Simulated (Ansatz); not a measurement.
Structure data:

```
W Se
1.0
     3.31436    0.00000    0.00000
    -1.65718    2.87032    0.00000
     0.00000    0.00000   16.99185
W Se
1 2
Direct
  0.00000 0.00000 0.50000
  0.33333 0.66667 0.59775
  0.33333 0.66667 0.40225
```

Q: Give a crystallographic description of this input.

A: The structure is one of WSe₂. The cell comprises 1 formula unit: 1 W, 2 Se. The neighbours of W are six Se in a trigonal prismatic arrangement at 2.53 Å. The neighbours of Se are three W in a trigonal pyramidal arrangement at 2.53 Å. Not all metal-metal contacts are counted. The bonds build WSe2 layers parallel to (001).

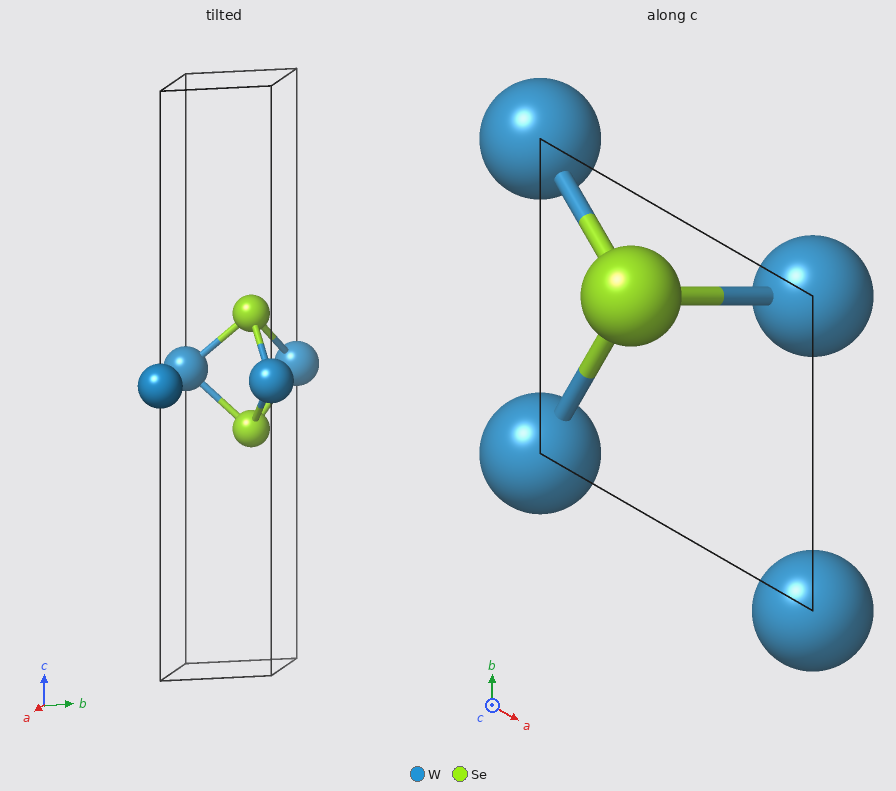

This ball-and-stick model is shown slightly off an axis and along the c axis. The outline marks the simulation cell. Colours: tungsten blue, selenium green.

Starting structure: a structure listed in the Materials Project. The cell was then strained or its atoms displaced on purpose. The atoms were relaxed in a fixed cell with Ansatz, DFT r2SCAN, scalar-relativistic, plane waves, PAW.
